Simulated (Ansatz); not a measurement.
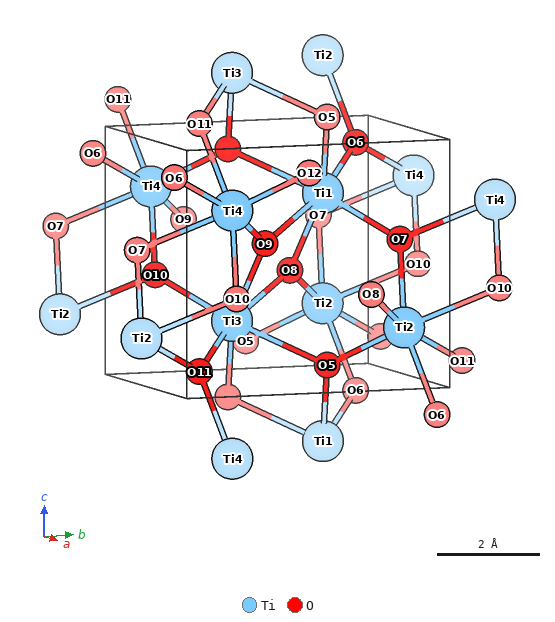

The starting structure (ball-and-stick view of the cell of the calculation, seen slightly off an axis; neighbours outside the cell are drawn fainter; atoms are numbered from 1 in the order of the input). An atom can appear more than once, as a periodic image. Near neighbours in the periodic cell (some may lie outside the picture): Ti has 6 O at 1.88 to 2.09 Å; O has 3 Ti at 1.88 to 2.09 Å.

# TiO2: geometry relaxation (part 1 of 2)

System: TiO2 (Pbcn, 12 atoms in the cell).
Method: DFT r2SCAN+U, scalar-relativistic, plane waves, PAW, Ueff = 4 eV on Ti d, no spin polarisation (Ansatz 0.2.0).

The structure derives from a Materials Project entry. Figures and captions count atoms from 1; the log counts them from 0 in places.

The input:
```yaml
crystal:
  lattice:
    - [4.54534955, 0.0, 0.0]
    - [0.0, 5.51961944, 0.0]
    - [0.0, 0.0, 4.90919686]
  atoms:
    - { symbol: Ti, position: [0.5, 0.67299093, 0.75] }
    - { symbol: Ti, position: [0.0, 0.82700907, 0.25] }
    - { symbol: Ti, position: [0.5, 0.32700907, 0.25] }
    - { symbol: Ti, position: [0.0, 0.17299093, 0.75] }
    - { symbol: O, position: [0.72854938, 0.61827536, 0.08135092] }
    - { symbol: O, position: [0.22854938, 0.88172464, 0.91864908] }
    - { symbol: O, position: [0.77145062, 0.88172464, 0.58135092] }
    - { symbol: O, position: [0.27145062, 0.61827536, 0.41864908] }
    - { symbol: O, position: [0.72854938, 0.38172464, 0.58135092] }
    - { symbol: O, position: [0.22854938, 0.11827536, 0.41864908] }
    - { symbol: O, position: [0.77145062, 0.11827536, 0.08135092] }
    - { symbol: O, position: [0.27145062, 0.38172464, 0.91864908] }
basis:
  ecutwfc: 500
kpoints:
  mp_grid: { grid: [6, 4, 6] }
hamiltonian:
  xc: r2scan
  hubbard: { sites: [{ species: Ti, l: d, u_eff: 4.0 }] }
scf:
  occupations: { method: gaussian, width: 0.02 }
output:
  forces: true
  stress: true
  eigenvalues: true
  write_density: true
  write_potential: true
  elf: true
  volumetric_format: npy
relax:
  adjacent_minimum: "off"
  f_tol: 0.005
  max_steps: 80
  cell: { stress_tol: 0.05 }
```

Run on 2 threads of Arm Neoverse V1, 24 GiB of memory available, shared host.

Run as:
```bash
ansatz run input.yaml --threads 2 --pin off --max-ram 5120MiB --backend cpu --events-out ev --progress --plain --runs-dir out
```

Output:
```
Ti: projections on atomic orbitals take those of the free atom [Ne] 3s2 3p6 3d2 4s2, of charge +0.00 (hamiltonian.pseudopotentials.projection_atoms); the dataset's partial waves leave at most 4.1e-7 of an orbital's norm unspanned inside its sphere
O: projections on atomic orbitals take those of the free atom [He] 2s2 2p4, of charge +0.00 (hamiltonian.pseudopotentials.projection_atoms); the dataset's partial waves leave at most 1.9e-8 of an orbital's norm unspanned inside its sphere
Engine: ansatz 0.2.0, aarch64-unknown-linux-gnu
Pseudopotentials: kind: paw
Pseudopotential: Ti, paw, valence charge 12, recommended cutoff 500 eV (meta_gga), Ti.paw.azcp
Pseudopotential: O, paw, valence charge 6, recommended cutoff 500 eV (meta_gga), O.paw.azcp
Functional definition: r2SCAN
  parameter k0 = 0.174
  parameter k1 = 0.065
  parameter a1 = 4.9479
  exchange = r2scan_x(k0 = k0, k1 = k1, a1 = a1)
  correlation = r2scan_c
Crystal: 12 atoms, lattice volume = 123.165 Å³
Basis set: ecut = 500 eV, 3117 PW (Γ), exchange–correlation on 144×180×144 points (64 copies of the dense FFT grid, shifted against one another)
Bands: 60, of which v1, the nominal top of the filled ones, is band 48 counted from 1 (47 counted from 0)
Symmetry: 8 space group operations
Space group: Pbcn (ITA 60), of the structure as read, at distance tolerance 5.0e-5 Å
k-points: 48 of 144
Non-local potential: Ti, projectors of the file, l = 0: 3, l = 1: 2, l = 2: 3, l = 3: 1
Non-local potential: O, projectors of the file, l = 0: 2, l = 1: 2, l = 2: 1
PAW form: soft (Blöchl's): semilocal exchange-correlation on the pseudo side does not see the compensation charge
PAW frozen core: Ti, regenerated for the run's functional (the file was generated under x = pbe(κ = 0.804, μ = 0.2195149727645171), c = pbe(β = 0.06672455060314922))
PAW frozen core: O, regenerated for the run's functional (the file was generated under x = pbe(κ = 0.804, μ = 0.2195149727645171), c = pbe(β = 0.06672455060314922))
PAW one-centre angular grid: Ti, 590 points (default); XC on 160 Gauss nodes
PAW one-centre angular grid: O, 302 points (default); XC on 160 Gauss nodes
Initial density: superposition of atomic densities (chi_scale 0.1, normalization cell, long waves of neutral atoms under a Hubbard term (reshape's long-wave potential 0.00 eV rms, cloud 2.26 Å wide))
Initial wavefunctions: pseudopotential atomic-orbital guess
Functional: x = r2scan, c = r2scan; τ floored in thin density (d = 2e-4 eV/Å³)
SCF iter   1: F=—  HF=-14573.490097 eV  |F-HF|=—  |Δ(HF+E_count)|=         —  Δρ=1.10e-1  dr2=1.57e1  dr2_τ=2.21e0  ethr=3.10e-3  ⟨swp⟩=5.1  Hψ=10522  notcnv=0
preconditioner: auto → Resta (q_TF=auto, 2.617 Å⁻¹)  ε∞=6.2  [insulator: Δε(μ)=4.655 eV  Ē_g=11.698 eV  σ=0.020 eV  W_gap=1.00  n_scr=34 (ndim 8)  ℏωp=26.8 eV  f_vac=0.000  D(μ)=0.00/eV (n_scr^D=0)  ε∞_Penn≈6.2]
SCF iter   2: F=—  HF=-14571.865732 eV  |F-HF|=—  |Δ(HF+E_count)|=    1.62e0  Δρ=5.00e-2  dr2=1.36e0  dr2_τ=7.68e-1  ethr=3.10e-3  ⟨swp⟩=3.0  Hψ=5980  notcnv=0  defer=292
SCF iter   3: F=—  HF=-14572.152369 eV  |F-HF|=—  |Δ(HF+E_count)|=   2.87e-1  Δρ=2.60e-2  dr2=4.84e-1  dr2_τ=3.83e-2  ethr=1.42e-3  ⟨swp⟩=2.7  Hψ=4041  notcnv=0  defer=292
SCF iter   4: F=—  HF=-14572.323340 eV  |F-HF|=—  |Δ(HF+E_count)|=   1.71e-1  Δρ=8.37e-3  dr2=5.65e-2  dr2_τ=5.40e-3  ethr=5.04e-4  ⟨swp⟩=2.5  Hψ=4144  notcnv=0  defer=292
SCF iter   5: F=—  HF=-14572.334503 eV  |F-HF|=—  |Δ(HF+E_count)|=   1.12e-2  Δρ=1.67e-3  dr2=3.51e-3  dr2_τ=1.95e-4  ethr=5.89e-5  ⟨swp⟩=3.1  Hψ=4234  notcnv=0  defer=292
SCF iter   6: F=—  HF=-14572.334707 eV  |F-HF|=—  |Δ(HF+E_count)|=   2.04e-4  Δρ=4.31e-4  dr2=2.62e-4  dr2_τ=1.61e-5  ethr=3.66e-6  ⟨swp⟩=2.0  Hψ=3800  notcnv=0  defer=292
SCF iter   7: F=—  HF=-14572.334688 eV  |F-HF|=—  |Δ(HF+E_count)|=   1.94e-5  Δρ=5.26e-5  dr2=5.62e-6  dr2_τ=2.44e-7  ethr=2.73e-7  ⟨swp⟩=2.0  Hψ=3798  notcnv=0  defer=292
SCF iter   8: F=—  HF=-14572.334696 eV  |F-HF|=—  |Δ(HF+E_count)|=   8.08e-6  Δρ=2.65e-5  dr2=9.29e-7  dr2_τ=5.63e-8  ethr=5.85e-9  ⟨swp⟩=2.6  Hψ=5159  notcnv=0  defer=292
SCF iter   9: F=-14572.334696 eV  HF=-14572.334696 eV  |F-HF|=4.70e-8  |Δ(HF+E_count)|=   9.81e-8  Δρ=6.55e-6  dr2=6.00e-8  dr2_τ=4.45e-9  ethr=1.04e-10  ⟨swp⟩=13.2  Hψ=20536  notcnv=0
SCF 1 converged in 9 iterations: F = -14572.334696 eV  dr2 = 6.00e-8
  greatest PAW one-centre occupation: 1.000 electrons in one spin orbital (limit 2), on the Ti atom at site 3 (counted from 0), in its partial waves of l = 0
relax step   1: F+E_penalty+E_count = -14572.33469573 eV  Δ(F+E_penalty+E_count) = +0.000e0 eV  max|allowed force component| = 2.222e-1 eV/Å  Δτ_max = 0.0000 Å  P = +2.623 GPa  Ω = 123.165 Å³  (9 SCF iters, dr2 threshold 1.00e-7 eV, accepted)
Crystal: 12 atoms, lattice volume = 123.973 Å³
Basis set: ecut = 500 eV, 3137 PW (Γ), exchange–correlation on 144×180×144 points (64 copies of the dense FFT grid, shifted against one another)
Initial density: handed on by an earlier stage of this run
Initial wavefunctions: those handed on with the density
iter 1 solved again at ethr=2.05e-6 eV; its pass at ethr=3.10e-3 eV (dr2=1.97e-3 eV) is discarded
SCF iter   1: F=—  HF=-14572.346162 eV  |F-HF|=—  |Δ(HF+E_count)|=         —  Δρ=1.38e-3  dr2=1.78e-3  dr2_τ=1.89e-2  ethr=2.05e-6  ⟨swp⟩=2.0  Hψ=13804  notcnv=0
preconditioner: auto → Resta (q_TF=auto, 2.614 Å⁻¹)  ε∞=7.4  [insulator: Δε(μ)=3.433 eV  Ē_g=10.511 eV  σ=0.020 eV  W_gap=1.00  n_scr=34 (ndim 8)  ℏωp=26.7 eV  f_vac=0.018  D(μ)=0.00/eV (n_scr^D=0)  ε∞_Penn≈7.4]
SCF iter   2: F=—  HF=-14572.350316 eV  |F-HF|=—  |Δ(HF+E_count)|=   4.15e-3  Δρ=6.75e-4  dr2=5.10e-4  dr2_τ=5.19e-5  ethr=1.86e-6  ⟨swp⟩=2.0  Hψ=4993  notcnv=0
SCF iter   3: F=—  HF=-14572.350292 eV  |F-HF|=—  |Δ(HF+E_count)|=   2.39e-5  Δρ=2.89e-4  dr2=9.06e-5  dr2_τ=1.47e-5  ethr=5.31e-7  ⟨swp⟩=2.0  Hψ=4611  notcnv=0
SCF iter   4: F=—  HF=-14572.350294 eV  |F-HF|=—  |Δ(HF+E_count)|=   1.68e-6  Δρ=9.75e-5  dr2=7.44e-6  dr2_τ=8.60e-7  ethr=9.44e-8  ⟨swp⟩=2.0  Hψ=4416  notcnv=0
SCF iter   5: F=—  HF=-14572.350298 eV  |F-HF|=—  |Δ(HF+E_count)|=   4.19e-6  Δρ=3.69e-5  dr2=1.61e-6  dr2_τ=1.79e-7  ethr=1.25e-9  ⟨swp⟩=10.6  Hψ=20651  notcnv=0
SCF iter   6: F=-14572.350298 eV  HF=-14572.350298 eV  |F-HF|=1.53e-8  |Δ(HF+E_count)|=   4.60e-8  Δρ=5.72e-6  dr2=3.94e-8  dr2_τ=2.25e-9  ethr=1.25e-9  ⟨swp⟩=10.0  Hψ=19169  notcnv=0
SCF 2 converged in 6 iterations: F = -14572.350298 eV  dr2 = 3.94e-8
relax step   2: F+E_penalty+E_count = -14572.35029818 eV  Δ(F+E_penalty+E_count) = -1.560e-2 eV  max|allowed force component| = 2.094e-1 eV/Å  Δτ_max = 0.0061 Å  P = +0.715 GPa  Ω = 123.973 Å³  energy of the carried Pulay correction = -5.768e-4 eV  (6 SCF iters, dr2 threshold 1.20e-6 eV, accepted)
Crystal: 12 atoms, lattice volume = 124.364 Å³
Basis set: ecut = 500 eV, 3139 PW (Γ), exchange–correlation on 144×180×144 points (64 copies of the dense FFT grid, shifted against one another)
iter 1 solved again at ethr=1.26e-6 eV; its pass at ethr=3.10e-3 eV (dr2=1.21e-3 eV) is discarded
SCF iter   1: F=—  HF=-14572.354635 eV  |F-HF|=—  |Δ(HF+E_count)|=         —  Δρ=1.13e-3  dr2=1.24e-3  dr2_τ=1.24e-2  ethr=1.26e-6  ⟨swp⟩=2.0  Hψ=13668  notcnv=0
preconditioner: auto → Resta (q_TF=auto, 2.613 Å⁻¹)  ε∞=7.5  [insulator: Δε(μ)=3.425 eV  Ē_g=10.483 eV  σ=0.020 eV  W_gap=1.00  n_scr=34 (ndim 8)  ℏωp=26.6 eV  f_vac=0.018  D(μ)=0.00/eV (n_scr^D=0)  ε∞_Penn≈7.5]
SCF iter   2: F=—  HF=-14572.356903 eV  |F-HF|=—  |Δ(HF+E_count)|=   2.27e-3  Δρ=6.25e-4  dr2=4.39e-4  dr2_τ=2.27e-5  ethr=1.26e-6  ⟨swp⟩=2.0  Hψ=5389  notcnv=0
SCF iter   3: F=—  HF=-14572.356814 eV  |F-HF|=—  |Δ(HF+E_count)|=   8.90e-5  Δρ=1.70e-4  dr2=1.90e-5  dr2_τ=3.31e-6  ethr=4.57e-7  ⟨swp⟩=2.0  Hψ=4347  notcnv=0
SCF iter   4: F=—  HF=-14572.356824 eV  |F-HF|=—  |Δ(HF+E_count)|=   9.35e-6  Δρ=8.88e-5  dr2=5.86e-6  dr2_τ=9.21e-7  ethr=1.98e-8  ⟨swp⟩=2.6  Hψ=5349  notcnv=0
SCF iter   5: F=—  HF=-14572.356825 eV  |F-HF|=—  |Δ(HF+E_count)|=   1.42e-6  Δρ=4.69e-5  dr2=2.15e-6  dr2_τ=2.74e-7  ethr=6.11e-9  ⟨swp⟩=2.0  Hψ=4411  notcnv=0
SCF iter   6: F=-14572.356825 eV  HF=-14572.356825 eV  |F-HF|=1.71e-7  |Δ(HF+E_count)|=   1.33e-7  Δρ=1.98e-5  dr2=3.75e-7  dr2_τ=2.12e-8  ethr=1.25e-9  ⟨swp⟩=9.0  Hψ=18466  notcnv=0
SCF 3 converged in 6 iterations: F = -14572.356825 eV  dr2 = 3.75e-7
  greatest PAW one-centre occupation: 1.000 electrons in one spin orbital (limit 2), on the Ti atom at site 2 (counted from 0), in its partial waves of l = 0
relax step   3: F+E_penalty+E_count = -14572.35682522 eV  Δ(F+E_penalty+E_count) = -6.527e-3 eV  max|allowed force component| = 1.546e-1 eV/Å  Δτ_max = 0.0046 Å  P = -0.274 GPa  Ω = 124.364 Å³  energy of the carried Pulay correction = -8.552e-4 eV  (6 SCF iters, dr2 threshold 1.20e-6 eV, accepted)
Crystal: 12 atoms, lattice volume = 124.278 Å³
iter 1 solved again at ethr=4.00e-6 eV; its pass at ethr=3.10e-3 eV (dr2=3.84e-3 eV) is discarded
SCF iter   1: F=—  HF=-14572.311848 eV  |F-HF|=—  |Δ(HF+E_count)|=         —  Δρ=3.37e-3  dr2=3.85e-3  dr2_τ=1.50e-1  ethr=4.00e-6  ⟨swp⟩=2.0  Hψ=13018  notcnv=0
preconditioner: auto → Resta (q_TF=auto, 2.613 Å⁻¹)  ε∞=7.5  [insulator: Δε(μ)=3.389 eV  Ē_g=10.476 eV  σ=0.020 eV  W_gap=1.00  n_scr=34 (ndim 8)  ℏωp=26.6 eV  f_vac=0.018  D(μ)=0.00/eV (n_scr^D=0)  ε∞_Penn≈7.5]
SCF iter   2: F=—  HF=-14572.361235 eV  |F-HF|=—  |Δ(HF+E_count)|=   4.94e-2  Δρ=1.80e-3  dr2=1.00e-3  dr2_τ=2.33e-4  ethr=4.00e-6  ⟨swp⟩=2.0  Hψ=5760  notcnv=0
SCF iter   3: F=—  HF=-14572.361760 eV  |F-HF|=—  |Δ(HF+E_count)|=   5.25e-4  Δρ=5.48e-4  dr2=2.41e-4  dr2_τ=4.59e-5  ethr=1.04e-6  ⟨swp⟩=2.2  Hψ=4417  notcnv=0
SCF iter   4: F=—  HF=-14572.361755 eV  |F-HF|=—  |Δ(HF+E_count)|=   5.34e-6  Δρ=1.33e-4  dr2=1.03e-5  dr2_τ=2.01e-6  ethr=2.51e-7  ⟨swp⟩=2.5  Hψ=5154  notcnv=0
SCF iter   5: F=—  HF=-14572.361760 eV  |F-HF|=—  |Δ(HF+E_count)|=   4.97e-6  Δρ=5.38e-5  dr2=1.63e-6  dr2_τ=2.34e-7  ethr=1.07e-8  ⟨swp⟩=2.9  Hψ=5175  notcnv=0
SCF iter   6: F=-14572.361761 eV  HF=-14572.361761 eV  |F-HF|=2.42e-8  |Δ(HF+E_count)|=   1.06e-6  Δρ=7.66e-6  dr2=5.16e-8  dr2_τ=7.53e-9  ethr=1.25e-9  ⟨swp⟩=10.0  Hψ=19343  notcnv=0
SCF 4 converged in 6 iterations: F = -14572.361761 eV  dr2 = 5.16e-8
relax step   4: F+E_penalty+E_count = -14572.36176062 eV  Δ(F+E_penalty+E_count) = -4.935e-3 eV  max|allowed force component| = 8.429e-2 eV/Å  Δτ_max = 0.0237 Å  P = -0.157 GPa  Ω = 124.278 Å³  energy of the carried Pulay correction = -7.939e-4 eV  (6 SCF iters, dr2 threshold 1.20e-6 eV, accepted)
Crystal: 12 atoms, lattice volume = 124.105 Å³
iter 1 solved again at ethr=2.56e-6 eV; its pass at ethr=3.10e-3 eV (dr2=2.46e-3 eV) is discarded
SCF iter   1: F=—  HF=-14572.363918 eV  |F-HF|=—  |Δ(HF+E_count)|=         —  Δρ=1.48e-3  dr2=2.56e-3  dr2_τ=2.65e-2  ethr=2.56e-6  ⟨swp⟩=2.0  Hψ=12553  notcnv=0
preconditioner: auto → Resta (q_TF=auto, 2.614 Å⁻¹)  ε∞=7.5  [insulator: Δε(μ)=3.400 eV  Ē_g=10.483 eV  σ=0.020 eV  W_gap=1.00  n_scr=34 (ndim 8)  ℏωp=26.7 eV  f_vac=0.018  D(μ)=0.00/eV (n_scr^D=0)  ε∞_Penn≈7.5]
SCF iter   2: F=—  HF=-14572.364361 eV  |F-HF|=—  |Δ(HF+E_count)|=   4.42e-4  Δρ=8.01e-4  dr2=8.76e-4  dr2_τ=6.96e-5  ethr=2.56e-6  ⟨swp⟩=2.0  Hψ=4962  notcnv=0
SCF iter   3: F=—  HF=-14572.364217 eV  |F-HF|=—  |Δ(HF+E_count)|=   1.43e-4  Δρ=4.44e-4  dr2=2.47e-4  dr2_τ=3.68e-5  ethr=9.12e-7  ⟨swp⟩=2.0  Hψ=4187  notcnv=0
SCF iter   4: F=—  HF=-14572.364179 eV  |F-HF|=—  |Δ(HF+E_count)|=   3.82e-5  Δρ=1.24e-4  dr2=9.60e-6  dr2_τ=1.02e-6  ethr=2.58e-7  ⟨swp⟩=2.0  Hψ=4257  notcnv=0
SCF iter   5: F=—  HF=-14572.364184 eV  |F-HF|=—  |Δ(HF+E_count)|=   4.82e-6  Δρ=3.00e-5  dr2=1.32e-6  dr2_τ=1.18e-7  ethr=1.00e-8  ⟨swp⟩=2.3  Hψ=4850  notcnv=0
SCF iter   6: F=-14572.364184 eV  HF=-14572.364184 eV  |F-HF|=7.00e-9  |Δ(HF+E_count)|=   2.15e-7  Δρ=9.92e-6  dr2=7.46e-8  dr2_τ=6.16e-9  ethr=6.17e-10  ⟨swp⟩=9.8  Hψ=19033  notcnv=0
SCF 5 converged in 6 iterations: F = -14572.364184 eV  dr2 = 7.46e-8
relax step   5: F+E_penalty+E_count = -14572.36418403 eV  Δ(F+E_penalty+E_count) = -2.423e-3 eV  max|allowed force component| = 3.446e-2 eV/Å  Δτ_max = 0.0084 Å  P = +0.181 GPa  Ω = 124.105 Å³  energy of the carried Pulay correction = -6.711e-4 eV  (6 SCF iters, dr2 threshold 5.93e-7 eV, accepted)
Crystal: 12 atoms, lattice volume = 124.183 Å³
iter 1 solved again at ethr=2.24e-7 eV; its pass at ethr=3.10e-3 eV (dr2=2.15e-4 eV) is discarded
SCF iter   1: F=—  HF=-14572.364147 eV  |F-HF|=—  |Δ(HF+E_count)|=         —  Δρ=4.74e-4  dr2=2.25e-4  dr2_τ=2.60e-3  ethr=2.24e-7  ⟨swp⟩=2.1  Hψ=12688  notcnv=0
preconditioner: auto → Resta (q_TF=auto, 2.614 Å⁻¹)  ε∞=7.5  [insulator: Δε(μ)=3.388 eV  Ē_g=10.470 eV  σ=0.020 eV  W_gap=1.00  n_scr=34 (ndim 8)  ℏωp=26.7 eV  f_vac=0.018  D(μ)=0.00/eV (n_scr^D=0)  ε∞_Penn≈7.5]
SCF iter   2: F=—  HF=-14572.364559 eV  |F-HF|=—  |Δ(HF+E_count)|=   4.12e-4  Δρ=2.46e-4  dr2=7.13e-5  dr2_τ=5.29e-6  ethr=2.24e-7  ⟨swp⟩=2.0  Hψ=4935  notcnv=0
SCF iter   3: F=—  HF=-14572.364547 eV  |F-HF|=—  |Δ(HF+E_count)|=   1.21e-5  Δρ=1.19e-4  dr2=1.79e-5  dr2_τ=2.58e-6  ethr=7.42e-8  ⟨swp⟩=2.0  Hψ=4069  notcnv=0
SCF iter   4: F=—  HF=-14572.364545 eV  |F-HF|=—  |Δ(HF+E_count)|=   2.65e-6  Δρ=3.68e-5  dr2=9.92e-7  dr2_τ=9.18e-8  ethr=1.86e-8  ⟨swp⟩=2.0  Hψ=4201  notcnv=0
SCF iter   5: F=-14572.364545 eV  HF=-14572.364545 eV  |F-HF|=3.95e-8  |Δ(HF+E_count)|=   3.51e-7  Δρ=9.90e-6  dr2=1.54e-7  dr2_τ=1.32e-8  ethr=2.63e-10  ⟨swp⟩=9.2  Hψ=18905  notcnv=0
SCF 6 converged in 5 iterations: F = -14572.364545 eV  dr2 = 1.54e-7
relax step   6: F+E_penalty+E_count = -14572.36454493 eV  Δ(F+E_penalty+E_count) = -3.609e-4 eV  max|allowed force component| = 4.371e-4 eV/Å  Δτ_max = 0.0022 Å  P = -0.013 GPa  Ω = 124.183 Å³  energy of the carried Pulay correction = -7.264e-4 eV  (5 SCF iters, dr2 threshold 2.52e-7 eV, accepted)
Basis set: ecut = 500 eV, 3139 PW (Γ), exchange–correlation on 144×180×160 points (64 copies of the dense FFT grid, shifted against one another)
Initial wavefunctions: pseudopotential atomic-orbital guess (no wavefunctions were taken with the density)
iter 1 solved again at ethr=1.43e-8 eV; its pass at ethr=3.10e-3 eV (dr2=1.37e-5 eV) is discarded
SCF iter   1: F=—  HF=-14572.365175 eV  |F-HF|=—  |Δ(HF+E_count)|=         —  Δρ=1.15e-4  dr2=5.83e-7  dr2_τ=9.05e-7  ethr=1.43e-8  ⟨swp⟩=3.9  Hψ=19444  notcnv=0
preconditioner: auto → Resta (q_TF=auto, 2.614 Å⁻¹)  ε∞=7.5  [insulator: Δε(μ)=3.390 eV  Ē_g=10.473 eV  σ=0.020 eV  W_gap=1.00  n_scr=34 (ndim 8)  ℏωp=26.7 eV  f_vac=0.017  D(μ)=0.00/eV (n_scr^D=0)  ε∞_Penn≈7.5]
SCF iter   2: F=—  HF=-14572.365213 eV  |F-HF|=—  |Δ(HF+E_count)|=   3.84e-5  Δρ=5.84e-5  dr2=1.73e-7  dr2_τ=2.05e-6  ethr=6.07e-10  ⟨swp⟩=2.0  Hψ=4416  notcnv=0
SCF iter   3: F=—  HF=-14572.365221 eV  |F-HF|=—  |Δ(HF+E_count)|=   7.84e-6  Δρ=1.07e-5  dr2=6.35e-8  dr2_τ=4.63e-8  ethr=1.80e-10  ⟨swp⟩=2.0  Hψ=4413  notcnv=0
SCF iter   4: F=—  HF=-14572.365221 eV  |F-HF|=—  |Δ(HF+E_count)|=   1.36e-7  Δρ=2.53e-6  dr2=3.96e-9  dr2_τ=3.02e-9  ethr=6.62e-11  ⟨swp⟩=2.0  Hψ=3954  notcnv=0
SCF iter   5: F=—  HF=-14572.365221 eV  |F-HF|=—  |Δ(HF+E_count)|=   1.13e-8  Δρ=7.48e-7  dr2=5.75e-10  dr2_τ=1.69e-10  ethr=4.13e-12  ⟨swp⟩=2.0  Hψ=4044  notcnv=0
SCF iter   6: F=-14572.365221 eV  HF=-14572.365221 eV  |F-HF|=1.82e-12  |Δ(HF+E_count)|=  4.98e-10  Δρ=9.97e-8  dr2=8.35e-12  dr2_τ=9.54e-13  ethr=1.00e-12  ⟨swp⟩=6.1  Hψ=12681  notcnv=0
SCF 7 converged in 6 iterations: F = -14572.365221 eV  dr2 = 8.35e-12
relax step   7: F+E_penalty+E_count = -14572.36522126 eV  Δ(F+E_penalty+E_count) = -6.763e-4 eV  max|allowed force component| = 5.194e-4 eV/Å  Δτ_max = 0.0000 Å  P = -0.021 GPa  Ω = 124.183 Å³  stress off target by 3.38e-2 GPa  SCF on the basis re-selected at this cell (its energy is not comparable with the rows above)  (6 SCF iters)
```

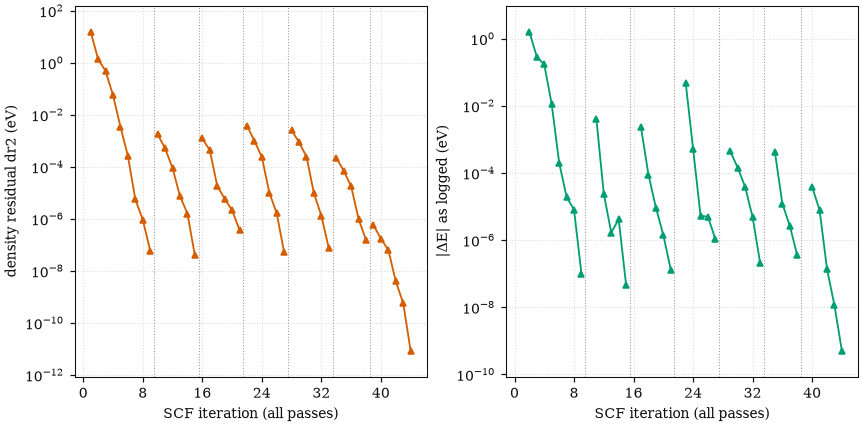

Convergence of the self-consistent field: density residual dr2 and size of the energy change against the SCF iteration. The dotted lines part the SCF passes of the relaxation: geometry steps, rejected trials and re-solves on a re-selected basis. The 7 passes take 5 to 9 iterations each, 44 in all.

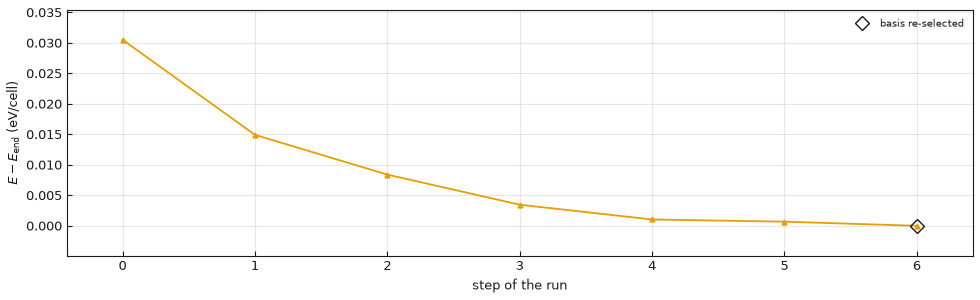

Progress of the relaxation, step by step (the first geometry is step 0 here and step 1 in the log).
